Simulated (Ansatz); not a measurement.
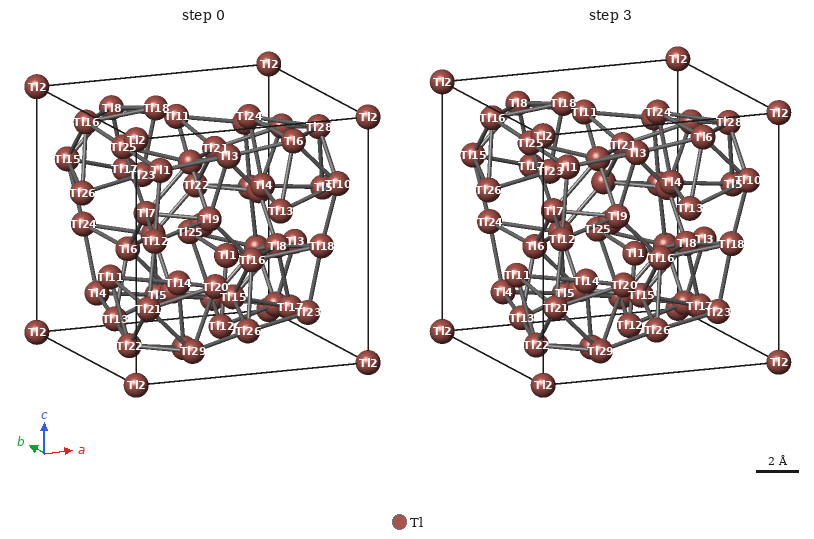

The structure of crystalline Tl (built on the database_217 type) before (left) and after (right) a relaxation, at one scale.

The picture is a ball-and-stick view of the conventional cell (2 times the calculation's cell), seen slightly off an axis. Lengths and directions refer to the drawn axes.

Case: structure listed in a database for this formula (I-43m, No. 217).

The calculation used DFT PBE, scalar-relativistic, plane waves, PAW (Ansatz 0.2.0). Set-up: plane-wave cutoff 420 eV; k-point mesh 6 × 6 × 6; occupations gaussian; smearing width 0.1 eV; no spin polarisation; cell and atoms relaxed; force threshold 0.01 eV/Å; at most 80 steps.

Describe what moved and what it gained.

The largest moves relative to the cell, 0.017 Å, are those of Tl atoms. The drawn cell changes as follows: a = b = c 12.077 → 12.271 Å (+1.6 %); the volume changes by +4.9 %. Near-neighbour distances that change, for instance: Tl–Tl 3.409 → 3.470 Å, Tl–Tl 3.243 → 3.302 Å, Tl–Tl 3.136 → 3.184 Å, Tl–Tl 3.260 → 3.305 Å. The space group stays I-43m (No. 217). After 2 accepted moves (3 points after the start) the energy has fallen by 0.185 eV per cell of the calculation. The largest force component goes from 0.022 to 0.0049 eV/Å. Pressure: 1.42 GPa at the start and 0.01 GPa at the end. The SCF was repeated once at an unchanged geometry on a basis and grid sized afresh for the cell, which shifted the energy by 11.1 meV per cell of the calculation at most.
